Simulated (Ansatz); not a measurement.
**TiAl3: density, localisation and related maps**

```yaml
crystal:
  lattice:
    - [3.95567, -3.95567, 0.00000]
    - [3.95567, 3.95567, 0.00000]
    - [0.00000, 0.00000, 7.91134]
  atoms:
    - { symbol: Ti, position: [0.00000, 0.00894, 0.75000] }
    - { symbol: Ti, position: [0.50000, 0.50894, 0.75000] }
    - { symbol: Ti, position: [0.50000, 0.49106, 0.25000] }
    - { symbol: Ti, position: [0.00000, 0.99106, 0.25000] }
    - { symbol: Al, position: [0.50000, 0.00777, 0.75000] }
    - { symbol: Al, position: [0.00000, 0.50777, 0.75000] }
    - { symbol: Al, position: [0.00000, 0.49223, 0.25000] }
    - { symbol: Al, position: [0.50000, 0.99223, 0.25000] }
    - { symbol: Al, position: [0.25000, 0.25000, 0.00000] }
    - { symbol: Al, position: [0.75000, 0.75000, 0.00000] }
    - { symbol: Al, position: [0.25000, 0.25000, 0.50000] }
    - { symbol: Al, position: [0.75000, 0.75000, 0.50000] }
    - { symbol: Al, position: [0.75000, 0.25000, 0.00000] }
    - { symbol: Al, position: [0.25000, 0.75000, 0.00000] }
    - { symbol: Al, position: [0.75000, 0.25000, 0.50000] }
    - { symbol: Al, position: [0.25000, 0.75000, 0.50000] }
```

Space group Cmcm; a structure from a database of computed crystals, not necessarily the ambient phase; not relaxed (largest force 0.3 eV/Å); computed without spin polarisation.

Computed with DFT r2SCAN, scalar-relativistic, plane waves, PAW in Ansatz.

In a PAW calculation such maps are meaningful between the atoms, not at the nuclei.

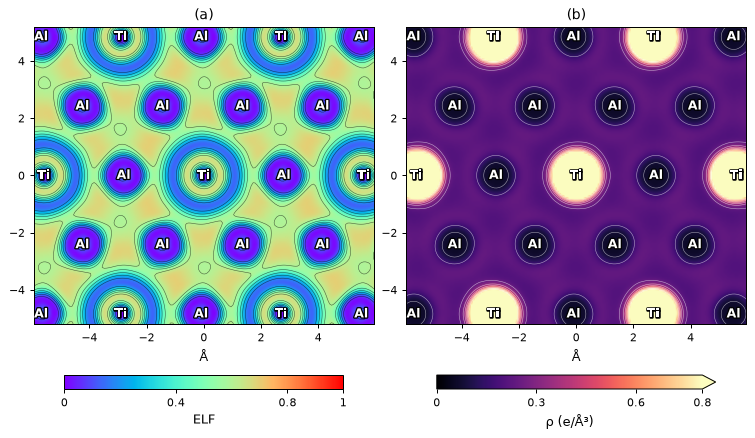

Figure 1. (a) electron localisation function; (b) valence pseudo-density on the (101̄) plane of the conventional cell.

What does the map show?

Answer.
- Atoms in the plane: Ti and Al.
- Ti–Al (2.77 Å): the density is about 0.22 e/Å³ at the midpoint; the ELF is about 0.35 at the midpoint.
- Al–Al (2.78 Å): ρ is about 0.23 e/Å³ halfway; the ELF peaks at about 0.70 between the atoms.
- Al–Al (2.82 Å): ρ at the midpoint is about 0.22 e/Å³; the ELF peaks at about 0.65 between the atoms.
- Ti–Al (2.82 Å): ρ is about 0.21 e/Å³ halfway; the ELF is about 0.35 at the midpoint.
- Between the atoms the lowest density in this plane is 0.2 e/Å³.
- The features right at Ti lie inside the PAW spheres, where the map follows smoothed inner orbitals and isn't to be read closely.

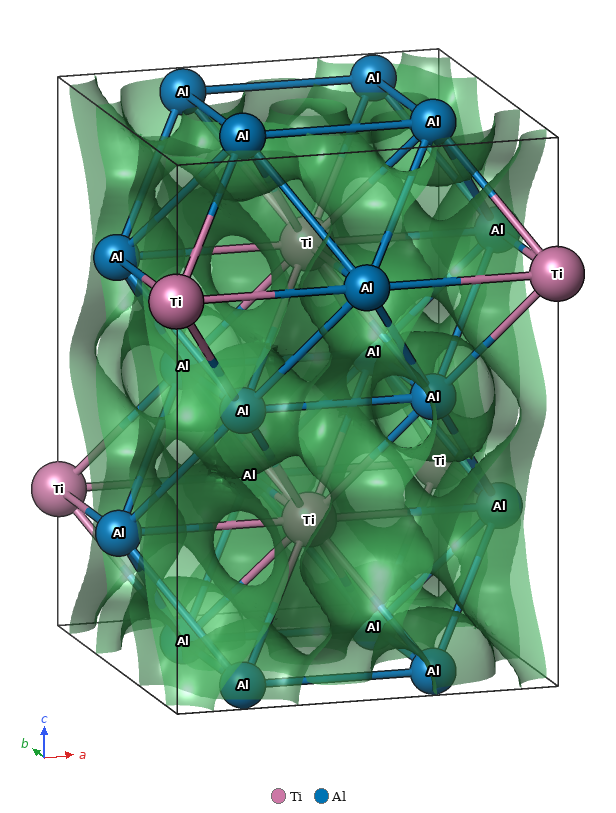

Figure 2. Isosurface of the electron localisation function at 0.55 (green), seen slightly off an axis. Only the valence region is drawn (cores and ρ < 0.01 e/Å³ removed). Sticks mark near contacts.

Describe the localisation domains.

Answer. At this value the surface marks out one network that runs through the whole crystal, counted in one cell of 16 atoms. Regions shared between cells count once.

Metal or insulator at this level of theory?

Answer. It is gapless in this calculation (a metal or semimetal).
